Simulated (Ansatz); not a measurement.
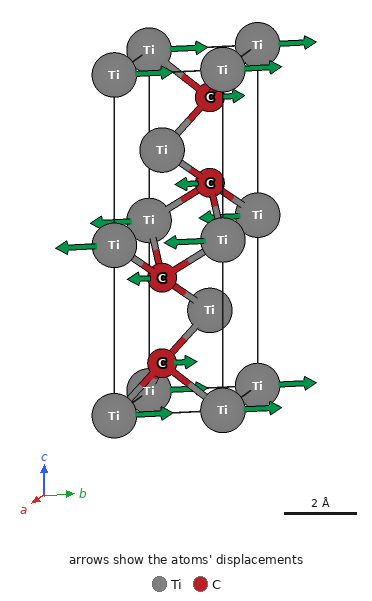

The lowest optical mode of solid TiC (a generated structure), space group P6₃/mmc (No. 194), at the zone centre. Displacements are drawn as green arrows; their common scale and sign are arbitrary. A ball-and-stick model of the cell of the calculation, seen slightly off an axis.

Computed with DFT PBE, scalar-relativistic, plane waves, PAW in Ansatz.

Input file:
```yaml
crystal:
  lattice:
    - [3.099382537, -2.89e-08, 0.0]
    - [-1.5496912435, 2.6841440275, 0.0]
    - [0.0, 0.0, 9.8002013775]
  atoms:
    - { symbol: Ti, position: [0.6666666667, 0.3333333333, 0.75] }
    - { symbol: Ti, position: [0.0, 0.0, 0.0] }
    - { symbol: Ti, position: [0.3333333333, 0.6666666667, 0.25] }
    - { symbol: Ti, position: [0.0, 0.0, 0.5] }
    - { symbol: C, position: [0.3333333333, 0.6666666667, 0.8755775903] }
    - { symbol: C, position: [0.6666666667, 0.3333333333, 0.1244224097] }
    - { symbol: C, position: [0.6666666667, 0.3333333333, 0.3755775903] }
    - { symbol: C, position: [0.3333333333, 0.6666666667, 0.6244224097] }
basis:
  ecutwfc: 420
kpoints:
  mp_grid: { grid: [12, 12, 4] }
hamiltonian:
  xc: pbe
scf:
  occupations: { method: fermi_dirac, width: 0.15 }
output:
  eigenvalues: true
phonons:
  method: dfpt
  eigenvectors: true
  qmesh: [3, 3, 1]
  temperatures: { t_max: 1000, t_step: 100 }
  qpath:
    path:
      - [[0.0, 0.0, 0.0], [0.5, 0.0, 0.0], [0.33333333, 0.33333333, 0.0], [0.0, 0.0, 0.0], [0.0, 0.0, 0.5], [0.5, 0.0, 0.5], [0.33333333, 0.33333333, 0.5], [0.0, 0.0, 0.5]]
      - [[0.5, 0.0, 0.5], [0.5, 0.0, 0.0]]
      - [[0.33333333, 0.33333333, 0.5], [0.33333333, 0.33333333, 0.0]]
    npoints: 8
```

Run as
```bash
ansatz run input.yaml --threads 4 --pin off --max-ram 8192MiB --backend cpu --events-out ev --progress --plain --runs-dir out
```

The frequencies depend somewhat on the k-mesh and the smearing.

Question: Is this crystal at a minimum with respect to the drawn distortion?

Answer: Yes: this softest mode has a real frequency, and so have all others here. That speaks for this wave vector alone: the rest of the zone wasn't checked in this run. This is the E₂u mode (doubly degenerate; one member of the set is drawn) at 22.8 meV, the lowest optical level, silent by symmetry (neither infrared- nor Raman-active). The Ti (2c) atoms stay at rest; all motion is along b; atoms of one kind move against one another, with no net shift of any sublattice; the kinetic energy is shared as Ti 86 %, C 14 %.
